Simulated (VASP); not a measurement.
InP: workfunction calculation (part 2 of 3)

The same run, continued: InP (slab, 20 atoms in the cell); Kohn-Sham DFT of a periodic cell, PBEsol, VASP PAW PBE potentials, recommended, no spin polarisation (VASP 6.6.1); cutoff 520 eV, 4×6×1 k-mesh, Gaussian smearing of 0.05 eV. The structure derives from an entry of the Crystallography Open Database.

Geometry of the input (Å; fractional positions):
```
5.8610  0.0000  0.0000
0.0000  4.1444  0.0000
0.0000  0.0000  34.6496
In 0.5596  0.5000  0.2426
In 0.9869  0.0000  0.2866
In 0.4907  0.5000  0.3509
In 0.9894  0.0000  0.4090
In 0.4909  0.5000  0.4705
In 0.9909  0.0000  0.5295
In 0.4894  0.5000  0.5910
In 0.9907  0.0000  0.6491
In 0.4869  0.5000  0.7134
In 0.0596  0.0000  0.7574
P  0.7692  0.0000  0.2226
P  0.2379  0.5000  0.2905
P  0.7437  0.0000  0.3486
P  0.2402  0.5000  0.4105
P  0.7416  0.0000  0.4695
P  0.2416  0.5000  0.5305
P  0.7402  0.0000  0.5895
P  0.2437  0.5000  0.6514
P  0.7379  0.0000  0.7095
P  0.2692  0.5000  0.7774
```

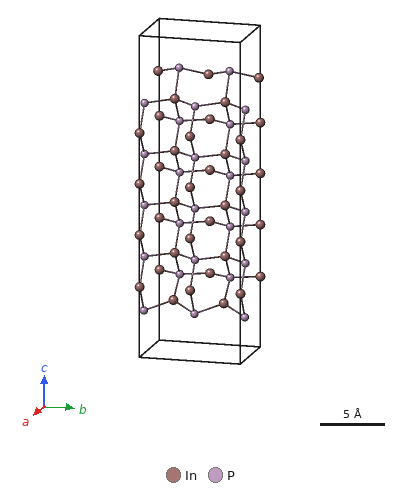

The structure (ball-and-stick view of the 1 × 2 repeat of the cell, with the vacuum cut short, seen slightly off an axis). An atom can appear more than once, as a periodic image.

Parts of OUTCAR, continued:
```
   k-points           NKPTS =     12   k-points in BZ     NKDIM =     12   number of bands    NBANDS=    108
   number of dos      NEDOS =    301   number of ions     NIONS =     20
   total plane-waves  NPLWV = 414720
   dimension x,y,z NGX =    48 NGY =   32 NGZ =  270
   dimension x,y,z NGXF=    96 NGYF=   64 NGZF=  540
   ions per type =              10  10
   NGX,Y,Z   is equivalent  to a cutoff of  13.62, 12.84, 12.95 a.u.
   NGXF,Y,Z  is equivalent  to a cutoff of  27.23, 25.67, 25.91 a.u.
 SYSTEM =  unknown system
   PREC   = accura    normal or accurate (medium, high low for compatibility)
   ISTART =      0    job   : 0-new  1-cont  2-samecut
   ICHARG =      2    charge: 1-file 2-atom 10-const
   ISPIN  =      1    spin polarized calculation?
   LNONCOLLINEAR =      F non collinear calculations
   LSORBIT =      F    spin-orbit coupling
   LASPH  =      T    aspherical Exc in radial PAW
   ENCUT  =  520.0 eV  38.22 Ry    6.18 a.u.  10.90  7.71 64.43*2*pi/ulx,y,z
   NELM   =    100;   NELMIN=  2; NELMDL= -5     # of ELM steps
   EDIFF  = 0.1E-05   stopping-criterion for ELM
   LREAL  =      F    real-space projection
   EDIFFG = 0.1E-04   stopping-criterion for IOM
   NSW    =      0    number of steps for IOM
   IBRION =     -1    ionic relax: 0-MD 1-quasi-New 2-CG
   NFREE  =      0    steps in history (QN), initial steepest desc. (CG)
   ISIF   =      2    stress and relaxation
   ISYM   =      2    0-nonsym 1-usesym 2-fastsym
   POTIM  = 0.5000    time-step for ionic-motion
   TEBEG  =    0.0;   TEEND  =   0.0 temperature during run
   PSTRESS=    0.0 pullay stress
   NELECT =     180.0000    total number of electrons
   NUPDOWN=      -1.0000    fix difference up-down
   EMIN   =  10.00;   EMAX   =-10.00  energy-range for DOS
   EFERMI =   0.00;   METHOD = LEGACY
   ISMEAR =     0;   SIGMA  =   0.05  broadening in eV -4-tet -1-fermi 0-gaus
   EFERMI_NEDOS =   21; number of points for ismear=-14 and -15
   IALGO  =     38    algorithm
   IMIX   =      4    mixing-type and parameters
     AMIX     =   0.40;   BMIX     =  1.00
     AMIX_MAG =   1.60;   BMIX_MAG =  1.00
  volume/ion in A,a.u.               =      42.08       283.98
  Fermi-wavevector in a.u.,A,eV,Ry     =   0.979017  1.850074 13.040830  0.958474
  Thomas-Fermi vector in A             =   2.109837
   LORBIT       =      0    0 simple, 1 ext, 2 COOP (PROOUT), +10 PAW based schemes
   GGA     = PS    functional components
   LHFCALC =     F    Hartree Fock is set to
   AEXX    =    0.0000 exact exchange contribution
   IVDW    =     0    specifies the selected vdW correction
   LEPSILON=     F    determine dielectric tensor
   LRPA    =     F    only Hartree local field effects (RPA)
 non-spin polarized calculation
 Gauss-broadening in eV      SIGMA  =   0.05
  energy-cutoff  :      520.00
  volume of cell :      841.64
 maximum number of plane-waves:     22736
 NGX is ok and might be reduce to    48
   NGX = 21   NGY = 15   NGZ =129

 dipolmoment           0.000000      0.000000     -0.000000 electrons x Angstroem

 number of electron     179.9999955 magnetization

 dipolmoment           0.000000      0.000000      0.000000 electrons x Angstroem

 Free energy of the ion-electron system (eV)
  ---------------------------------------------------
  ext. energy  EPLUGINS =         0.00000000
  ---------------------------------------------------
  free energy    TOTEN  =       -89.46772496 eV

  energy without entropy =      -89.46772496  energy(sigma->0) =      -89.46772496

 E-fermi :   1.2223     XC(G=0):  -6.0554     alpha+bet : -6.6395

 val. band max:        0.9821861735   @ k =   0.0000   0.0000   0.0000
 cond. band min:       1.8759406429   @ k =   0.0000   0.0000   0.0000
 fundamental gap:      0.8937544693
 Fermi energy:         1.2222587164

 k-point     1 :       0.0000    0.0000    0.0000
  band No.  band energies     occupation
      1     -13.3829      2.00000
      2     -13.3829      2.00000
      3     -13.3399      2.00000
      4     -13.3313      2.00000
      5     -13.3147      2.00000
      6     -13.2957      2.00000
      7     -13.2650      2.00000
      8     -13.2399      2.00000
      9     -13.2311      2.00000
     10     -13.2193      2.00000
     11     -13.2188      2.00000
     12     -13.2188      2.00000
     13     -13.1941      2.00000
     14     -13.1713      2.00000
     15     -13.1595      2.00000
     16     -13.1516      2.00000
     17     -13.1506      2.00000
     18     -13.1505      2.00000
     19     -13.1483      2.00000
     20     -13.1382      2.00000
     21     -13.1336      2.00000
     22     -13.1200      2.00000
     23     -13.1200      2.00000
     24     -13.1136      2.00000
     25     -13.1043      2.00000
     26     -13.0932      2.00000
     27     -13.0895      2.00000
     28     -13.0745      2.00000
     29     -13.0693      2.00000
     30     -13.0603      2.00000
     31     -13.0539      2.00000
     32     -13.0470      2.00000
     33     -13.0462      2.00000
     34     -13.0413      2.00000
     35     -13.0391      2.00000
     36     -13.0335      2.00000
     37     -13.0192      2.00000
     38     -13.0125      2.00000
     39     -13.0113      2.00000
     40     -13.0058      2.00000
     41     -13.0041      2.00000
     42     -13.0024      2.00000
     43     -13.0023      2.00000
     44     -12.9989      2.00000
     45     -12.9877      2.00000
     46     -12.9750      2.00000
     47     -12.9748      2.00000
     48     -12.9745      2.00000
     49     -12.9571      2.00000
     50     -12.9567      2.00000
     51     -10.4578      2.00000
     52     -10.2568      2.00000
     53      -9.9467      2.00000
     54      -9.5266      2.00000
     55      -9.0293      2.00000
     56      -8.6153      2.00000
     57      -8.3155      2.00000
     58      -8.1487      2.00000
     59      -8.1106      2.00000
     60      -8.0945      2.00000
     61      -4.7729      2.00000
     62      -4.6875      2.00000
     63      -4.5215      2.00000
     64      -4.2044      2.00000
     65      -3.6938      2.00000
     66      -3.1843      2.00000
     67      -2.7147      2.00000
     68      -2.2939      2.00000
     69      -2.1365      2.00000
     70      -2.1195      2.00000
     71      -1.8102      2.00000
     72      -1.5157      2.00000
     73      -1.3319      2.00000
     74      -1.3058      2.00000
     75      -1.2804      2.00000
     76      -1.1279      2.00000
     77      -0.8912      2.00000
     78      -0.6444      2.00000
     79      -0.5648      2.00000
     80      -0.5114      2.00000
     81      -0.1691      2.00000
     82       0.1332      2.00000
     83       0.2226      2.00000
     84       0.2804      2.00000
     85       0.5372      2.00000
     86       0.7685      2.00000
     87       0.7694      2.00000
     88       0.8398      2.00000
     89       0.9173      2.00000
     90       0.9822      2.00000
     91       1.8759      0.00000
     92       2.4209      0.00000
     93       2.6947      0.00000
     94       2.8762      0.00000
     95       2.9519      0.00000
     96       3.1526      0.00000
     97       3.1933      0.00000
     98       3.4970      0.00000
     99       3.5822      0.00000
    100       3.6154      0.00000
    101       3.7937      0.00000
    102       3.9711      0.00000

 k-point     2 :       0.2500    0.0000    0.0000
  band No.  band energies     occupation
      1     -13.3960      2.00000
      2     -13.3960      2.00000
      3     -13.3200      2.00000
      4     -13.3151      2.00000
      5     -13.3013      2.00000
      6     -13.2886      2.00000
      7     -13.2665      2.00000
      8     -13.2439      2.00000
      9     -13.2302      2.00000
     10     -13.2167      2.00000
     11     -13.2134      2.00000
     12     -13.2134      2.00000
     13     -13.1993      2.00000
     14     -13.1892      2.00000
     15     -13.1530      2.00000
     16     -13.1530      2.00000
     17     -13.1530      2.00000
     18     -13.1522      2.00000
     19     -13.1390      2.00000
     20     -13.1372      2.00000
     21     -13.1313      2.00000
     22     -13.1259      2.00000
     23     -13.1205      2.00000
     24     -13.1182      2.00000
     25     -13.1095      2.00000
     26     -13.1022      2.00000
     27     -13.0978      2.00000
     28     -13.0872      2.00000
     29     -13.0806      2.00000
     30     -13.0747      2.00000
     31     -13.0573      2.00000
     32     -13.0570      2.00000
     33     -13.0528      2.00000
     34     -13.0493      2.00000
     35     -13.0389      2.00000
     36     -13.0266      2.00000
     37     -13.0129      2.00000
     38     -13.0077      2.00000
     39     -13.0055      2.00000
     40     -13.0052      2.00000
     41     -13.0002      2.00000
     42     -13.0000      2.00000
     43     -12.9999      2.00000
     44     -12.9956      2.00000
     45     -12.9848      2.00000
     46     -12.9770      2.00000
     47     -12.9730      2.00000
     48     -12.9726      2.00000
     49     -12.9556      2.00000
     50     -12.9556      2.00000
     51     -10.2228      2.00000
     52     -10.0317      2.00000
     53      -9.7413      2.00000
     54      -9.3601      2.00000
     55      -8.9367      2.00000
     56      -8.6721      2.00000
     57      -8.6333      2.00000
     58      -8.5845      2.00000
     59      -8.4719      2.00000
     60      -8.4658      2.00000
     61      -4.5310      2.00000
     62      -4.4954      2.00000
     63      -4.2139      2.00000
     64      -4.1664      2.00000
     65      -4.0269      2.00000
     66      -3.6199      2.00000
     67      -2.9923      2.00000
     68      -2.4066      2.00000
     69      -1.8467      2.00000
     70      -1.5968      2.00000
     71      -1.5698      2.00000
     72      -1.3425      2.00000
     73      -1.1033      2.00000
     74      -1.0428      2.00000
     75      -1.0318      2.00000
     76      -0.9031      2.00000
     77      -0.6927      2.00000
     78      -0.5483      2.00000
     79      -0.4140      2.00000
     80      -0.3365      2.00000
     81      -0.0948      2.00000
     82       0.0613      2.00000
     83       0.1873      2.00000
     84       0.3571      2.00000
     85       0.3686      2.00000
     86       0.4576      2.00000
     87       0.5023      2.00000
     88       0.5055      2.00000
     89       0.5729      2.00000
     90       0.5867      2.00000
     91       2.6746      0.00000
     92       2.6751      0.00000
     93       2.8190      0.00000
     94       2.8584      0.00000
     95       2.8699      0.00000
     96       3.0065      0.00000
     97       3.1673      0.00000
     98       3.2054      0.00000
     99       3.4206      0.00000
    100       3.4786      0.00000
    101       3.6457      0.00000
    102       3.9591      0.00000

 k-point     3 :       0.5000    0.0000    0.0000
  band No.  band energies     occupation
      1     -13.4060      2.00000
      2     -13.4060      2.00000
      3     -13.3003      2.00000
      4     -13.3003      2.00000
      5     -13.2713      2.00000
      6     -13.2713      2.00000
      7     -13.2597      2.00000
      8     -13.2597      2.00000
      9     -13.2439      2.00000
     10     -13.2439      2.00000
     11     -13.2073      2.00000
     12     -13.2073      2.00000
     13     -13.1985      2.00000
     14     -13.1985      2.00000
     15     -13.1585      2.00000
     16     -13.1585      2.00000
     17     -13.1564      2.00000
     18     -13.1564      2.00000
     19     -13.1194      2.00000
     20     -13.1194      2.00000
     21     -13.1161      2.00000
     22     -13.1161      2.00000
     23     -13.1157      2.00000
     24     -13.1157      2.00000
     25     -13.1107      2.00000
     26     -13.1107      2.00000
     27     -13.1082      2.00000
     28     -13.1082      2.00000
     29     -13.1071      2.00000
     30     -13.1071      2.00000
     31     -13.0686      2.00000
     32     -13.0686      2.00000
     33     -13.0571      2.00000
     34     -13.0571      2.00000
     35     -13.0243      2.00000
     36     -13.0243      2.00000
     37     -13.0126      2.00000
     38     -13.0126      2.00000
     39     -12.9995      2.00000
     40     -12.9995      2.00000
     41     -12.9987      2.00000
     42     -12.9987      2.00000
     43     -12.9892      2.00000
     44     -12.9892      2.00000
     45     -12.9846      2.00000
     46     -12.9846      2.00000
     47     -12.9710      2.00000
     48     -12.9710      2.00000
     49     -12.9543      2.00000
     50     -12.9543      2.00000
     51      -9.5685      2.00000
     52      -9.5685      2.00000
     53      -9.4093      2.00000
     54      -9.4093      2.00000
     55      -9.1896      2.00000
     56      -9.1896      2.00000
     57      -8.9503      2.00000
     58      -8.9503      2.00000
     59      -8.6880      2.00000
     60      -8.6880      2.00000
     61      -4.6352      2.00000
     62      -4.6352      2.00000
     63      -4.1662      2.00000
     64      -4.1662      2.00000
     65      -3.4979      2.00000
     66      -3.4979      2.00000
     67      -2.8138      2.00000
     68      -2.8138      2.00000
     69      -2.2687      2.00000
     70      -2.2687      2.00000
     71      -0.5605      2.00000
     72      -0.5605      2.00000
     73      -0.4628      2.00000
     74      -0.4628      2.00000
     75      -0.3850      2.00000
     76      -0.3850      2.00000
     77      -0.2895      2.00000
     78      -0.2895      2.00000
     79      -0.2714      2.00000
     80      -0.2714      2.00000
     81      -0.1681      2.00000
     82      -0.1681      2.00000
     83      -0.0740      2.00000
     84      -0.0740      2.00000
     85      -0.0486      2.00000
     86      -0.0486      2.00000
     87       0.1038      2.00000
     88       0.1038      2.00000
     89       0.2531      2.00000
     90       0.2531      2.00000
     91       2.4556      0.00000
     92       2.4556      0.00000
     93       2.7368      0.00000
     94       2.7368      0.00000
     95       3.1062      0.00000
     96       3.1062      0.00000
     97       3.4241      0.00000
     98       3.4241      0.00000
     99       3.5634      0.00000
    100       3.5634      0.00000
    101       4.0296      0.00000
    102       4.0296      0.00000

 k-point     4 :       0.0000    0.1667    0.0000
  band No.  band energies     occupation
      1     -13.3830      2.00000
      2     -13.3830      2.00000
      3     -13.3277      2.00000
      4     -13.3221      2.00000
      5     -13.3102      2.00000
      6     -13.3010      2.00000
      7     -13.2810      2.00000
      8     -13.2606      2.00000
      9     -13.2462      2.00000
     10     -13.2337      2.00000
     11     -13.2270      2.00000
     12     -13.2218      2.00000
     13     -13.2071      2.00000
     14     -13.1904      2.00000
     15     -13.1639      2.00000
     16     -13.1615      2.00000
     17     -13.1435      2.00000
     18     -13.1361      2.00000
     19     -13.1335      2.00000
     20     -13.1207      2.00000
     21     -13.1195      2.00000
     22     -13.1076      2.00000
     23     -13.1044      2.00000
     24     -13.1017      2.00000
     25     -13.0939      2.00000
     26     -13.0933      2.00000
     27     -13.0796      2.00000
     28     -13.0795      2.00000
     29     -13.0672      2.00000
     30     -13.0651      2.00000
     31     -13.0590      2.00000
     32     -13.0573      2.00000
     33     -13.0416      2.00000
     34     -13.0346      2.00000
     35     -13.0293      2.00000
     36     -13.0251      2.00000
     37     -13.0243      2.00000
     38     -13.0219      2.00000
     39     -13.0203      2.00000
     40     -13.0183      2.00000
     41     -13.0102      2.00000
     42     -12.9983      2.00000
     43     -12.9910      2.00000
     44     -12.9888      2.00000
     45     -12.9878      2.00000
     46     -12.9806      2.00000
     47     -12.9700      2.00000
     48     -12.9696      2.00000
```
